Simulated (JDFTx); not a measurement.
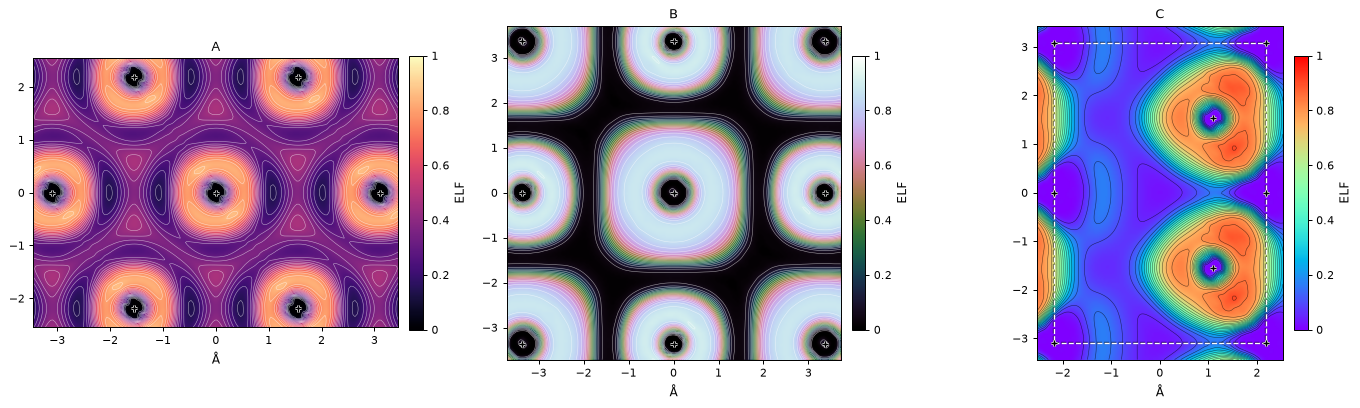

The ELF of 3 systems, each on a plane through atoms (crosses mark nuclei in the plane).

The calculation used Kohn-Sham DFT of a periodic cell, PBEsol, PseudoDojo-SR-PBEsol-0.4.1-standard in JDFTx.

System 1: AlN, the (011) plane of the conventional cell. Space group F-43m; a structure from a database of computed crystals, not necessarily the ambient phase.

```cif
data_structure
_symmetry_space_group_name_H-M 'P 1'
_symmetry_Int_Tables_number 1
_cell_length_a 4.3680
_cell_length_b 4.3680
_cell_length_c 4.3680
_cell_angle_alpha 90.000
_cell_angle_beta 90.000
_cell_angle_gamma 90.000
_cell_volume 83.34
loop_
_atom_site_label
_atom_site_type_symbol
_atom_site_fract_x
_atom_site_fract_y
_atom_site_fract_z
_atom_site_occupancy
Al1 Al 0.50000 0.50000 0.00000 1
Al2 Al 0.00000 0.50000 0.50000 1
Al3 Al 0.00000 0.00000 0.00000 1
Al4 Al 0.50000 0.00000 0.50000 1
N1 N 0.75000 0.75000 0.25000 1
N2 N 0.25000 0.75000 0.75000 1
N3 N 0.25000 0.25000 0.25000 1
N4 N 0.75000 0.25000 0.75000 1
```

System 2: W, the (11̄0) plane of the conventional cell. Space group Im-3m; computed pressure about 19 GPa in this cell.

```yaml
crystal:
  lattice:
    - [3.10009, 0.00000, 0.00000]
    - [0.00000, 3.10009, 0.00000]
    - [0.00000, 0.00000, 3.10009]
  atoms:
    - { symbol: W, position: [0.00000, 0.00000, 0.00000] }
    - { symbol: W, position: [0.50000, 0.50000, 0.50000] }
```

System 3: KBr, the (010) plane of the conventional cell. Space group Fm-3m.

> Which map belongs to which system?

Panel A is system 2, W: the plane holds W. W–W (2.68 Å): the ELF is about 0.35 at the midpoint. Panel B is system 3, KBr: the plane holds Br and K. K–Br (3.36 Å): the ELF is about 0.10 at the midpoint (a largely ionic contact). Panel C is system 1, AlN: the plane holds Al and N. Al–N (1.89 Å): the ELF peaks at about 0.90 in the valence shell of N, 0.7 Å from its nucleus, and is about 0.85 at the midpoint.
